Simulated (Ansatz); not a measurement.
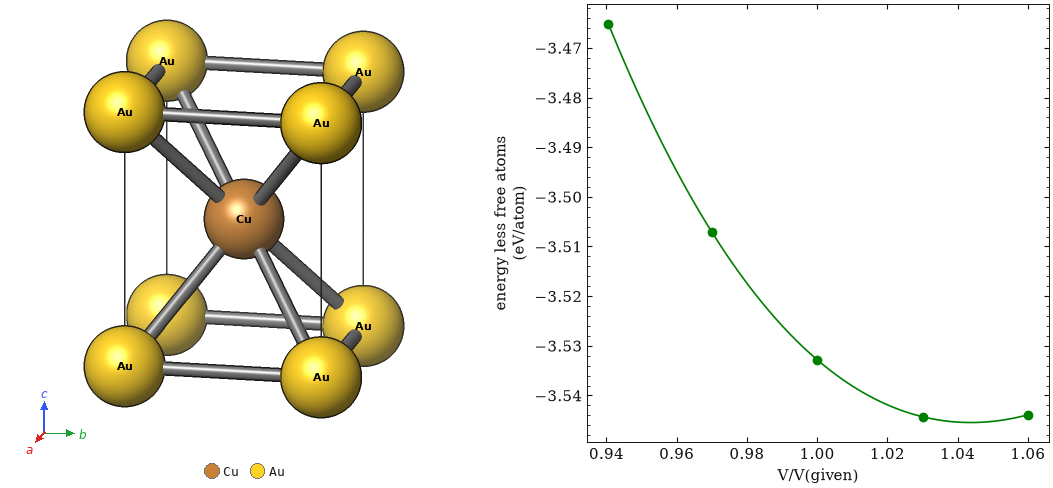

The figure shows the energy less free atoms against V/V(given) for CuAu, space group P4/mmm (No. 123). The conventional cell is drawn beside the plot.

Structure:
```cif
data_structure
_symmetry_space_group_name_H-M 'P 1'
_symmetry_Int_Tables_number 1
_cell_length_a 2.8000
_cell_length_b 2.8000
_cell_length_c 3.6700
_cell_angle_alpha 90.000
_cell_angle_beta 90.000
_cell_angle_gamma 90.000
_cell_volume 28.77
loop_
_atom_site_label
_atom_site_type_symbol
_atom_site_fract_x
_atom_site_fract_y
_atom_site_fract_z
_atom_site_occupancy
Cu1 Cu 0.50000 0.50000 0.50000 1
Au1 Au 0.00000 0.00000 0.00000 1
```

Calculation (Ansatz 0.2.0): periodic Kohn-Sham DFT of a crystal at fixed atoms, scaled to the stated factor times the given cell; pressure positive in compression, energy less spherical unpolarised free atoms. Level: PBE, no spin-orbit coupling.

- method: all-electron LAPW
- relativity: scalar
- k mesh: 12×12×9
- occupations: Fermi–Dirac
- smearing width: 0.08 eV
- basis error target: 0.5 (meV/atom)
- nucleus: Gaussian

V(given) is 14.39 Å³/atom.

From this curve and the settings, what does the calculation give for the pressure at the same points?

The pressure falls from 19.4 GPa at V/V(given) 0.941 to −2.1 GPa at 1.060, and changes sign near 1.044.

| V/V(given) | pressure (GPa) |
| --- | --- |
| 0.941 | 19.4 |
| 0.970 | 12.5 |
| 1.000 | 6.7 |
| 1.030 | 1.9 |
| 1.060 | −2.1 |

Keep in mind: no spin-orbit coupling on heavy atoms; shape and atomic fractions are frozen while scaling, which makes layered, chain and framework solids too stiff.
